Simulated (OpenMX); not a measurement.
Input file:

```
System.CurrrentDirectory             ./
System.Name                          Sc
DATA.PATH                            ./DFT_DATA13
level.of.stdout                      1
level.of.fileout                     1
Species.Number                       1
<Definition.of.Atomic.Species
  Sc  Sc7.0-s3p2d2           Sc_PBE13
Definition.of.Atomic.Species>

Atoms.Number                         2
Atoms.SpeciesAndCoordinates.Unit     FRAC
<Atoms.SpeciesAndCoordinates
    1  Sc    0.6691860000    0.3239330000    0.7463070000   5.500  5.500
    2  Sc    0.3351240000    0.6657790000    0.2468990000   5.500  5.500
Atoms.SpeciesAndCoordinates>

Atoms.UnitVectors.Unit               Ang
<Atoms.UnitVectors
     3.3090000000    0.0000000000    0.0000000000
    -1.6545000000    2.8656780611    0.0000000000
     0.0000000000    0.0000000000    5.2733000000
Atoms.UnitVectors>

scf.XcType                           GGA-PBE
scf.SpinPolarization                 off
scf.ElectronicTemperature            580.226
scf.energycutoff                     350.0
scf.maxIter                          100
scf.EigenvalueSolver                 band
scf.Kgrid                            9 9 5
scf.Mixing.Type                      rmm-diisk
scf.Init.Mixing.Weight               0.05
scf.Min.Mixing.Weight                0.001
scf.Max.Mixing.Weight                0.3
scf.Mixing.History                   25
scf.Mixing.StartPulay                8
scf.criterion                        1.0e-8
scf.stress.tensor                    on
MD.Type                              nomd
```

Command:

```sh
openmx Sc.dat -nt 1 > Sc.std
```

Below, planes, directions and counts refer to the conventional cell (a = 3.31 Å, b = 5.27 Å, c = 3.31 Å, α = 90.00°, β = 120.00°, γ = 90.00°).

Space group P2₁/m; changed on purpose from its base cell (atoms moved at random by about 0.05 A).

All numbers below come from Kohn-Sham DFT of a periodic cell, PBE, OpenMX 2013 PBE set (OpenMX).

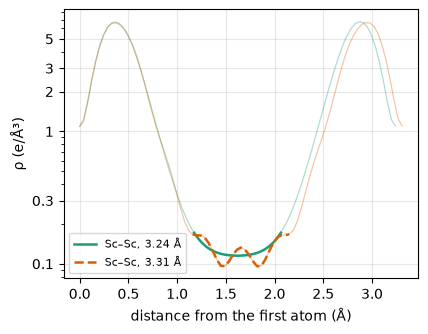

Sc. Valence electron density along straight lines between neighbouring atoms. Thin, pale parts lie inside the atomic spheres.

In a pseudopotential calculation such maps are meaningful between the atoms, not at the nuclei.

### What can be read from the curves?

Sc–Sc (3.24 Å): ρ is about 0.12 e/Å³ halfway.
Sc–Sc (3.31 Å): the density is about 0.13 e/Å³ at the midpoint, with its minimum of 0.1 e/Å³ about 1.5 Å from Sc.
